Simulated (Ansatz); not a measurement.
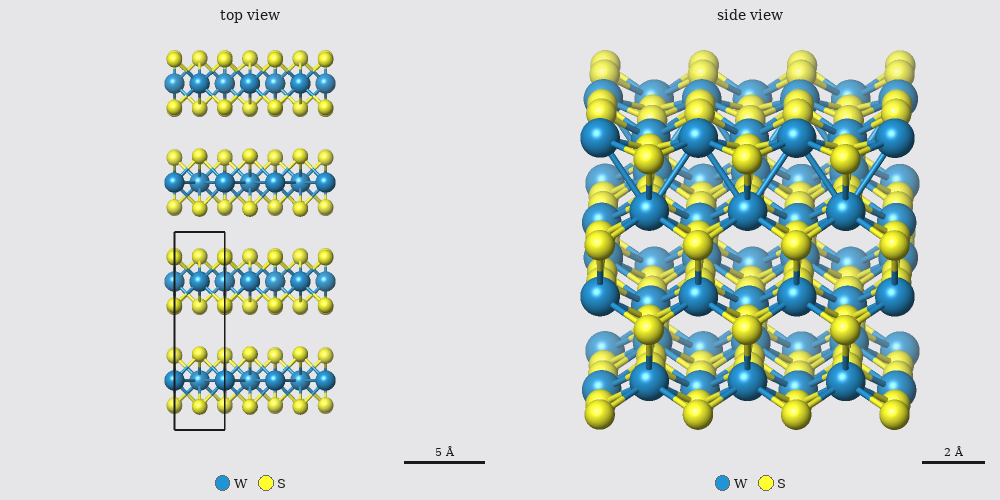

WS2(100) (P6_3/mmc bulk, 8 atomic planes (those closer than 0.6 Å count as one), 9 Å, S2W-terminated), seen from above and from the side.

Computed with Ansatz 0.2.0, DFT PBEsol, scalar-relativistic, plane waves, PAW. Cutoff 420 eV, 18 × 5 k-points, Gaussian smearing 0.05 eV, dipole correction. The slab is a cut without reconstruction beyond its cell, at the source's lattice constants, with its lower half held fixed and the rest relaxed. No spin polarisation. Spin–orbit coupling is left out; with W it can shift levels and gaps. The run warns that the functional's potential is rough in the thin density of the vacuum, where the tip is; weak contrasts and barriers may feel it. On this mesh the free atoms still feel up to 0.14 eV/Å.

Model: Tersoff–Hamann, s-wave tip, no tip–sample forces. Bias windows are sharp sums over the levels of the k mesh.

```xyz
24
Lattice="3.1800 0.0000 0.0000 0.0000 12.5000 0.0000 0.0000 0.0000 26.1799" Properties=species:S:1:pos:R:3 pbc="T T T"
W     0.0000    9.3750    8.5000
S     0.0000    4.7500    8.5000
S     0.0000    1.5000    8.5000
W     1.5900    3.1250    9.4180
S     1.5900   11.0000    9.4180
S     1.5900    7.7500    9.4180
W     1.5900    9.3750   11.2540
S     1.5900    4.7500   11.2540
S     1.5900    1.5000   11.2540
W     0.0000    3.1250   12.1719
S     0.0000   11.0000   12.1719
S     0.0000    7.7500   12.1719
W     0.0000    9.3750   13.9477
S     0.0000    4.6676   13.9975
S     0.0000    1.5824   13.9975
W     1.5900    3.1250   14.9542
S     1.5900   10.9290   14.8691
S     1.5900    7.8210   14.8691
W     1.5900    9.3750   16.6885
S     1.5900    4.7951   16.8125
S     1.5900    1.4549   16.8125
W     0.0000    3.1250   17.3308
S     0.0000   10.8769   17.6384
S     0.0000    7.8731   17.6384
```

The last single point, restarted from the relaxation's density, took 4.9 min on 4 threads of Arm Neoverse V1, with other jobs on the host, peak memory 4.5 GiB.

Question: Describe the constant-current image at a set point of 2.6 × 10⁻⁵ e/Å³ at a sample bias of +1.50 V.

Answer: The brightest spots lie over the top W atoms and the sites above the W atoms 2.7 Å below the top plane; the darkest points are over points 1.7 Å to the side of the top S atoms. The corrugation is 1.9 Å at a mean tip height of 3.6 Å. So deep a corrugation comes from near-nodes of the density, which a real tip partly fills in.

The computed image, with the atoms seen from above drawn over one corner (deeper ones smaller):

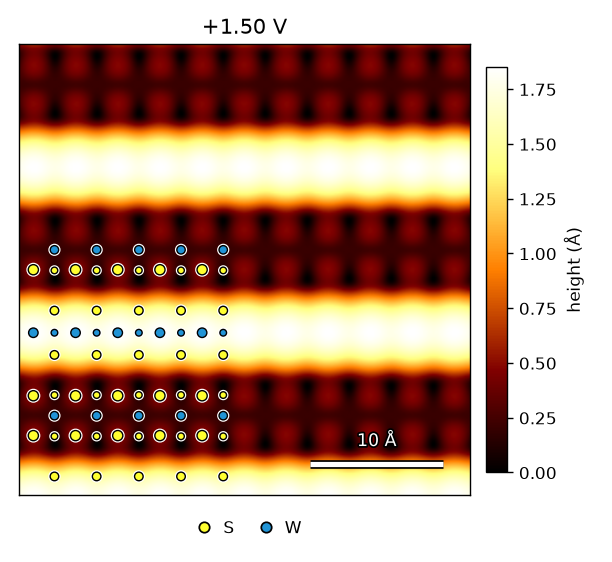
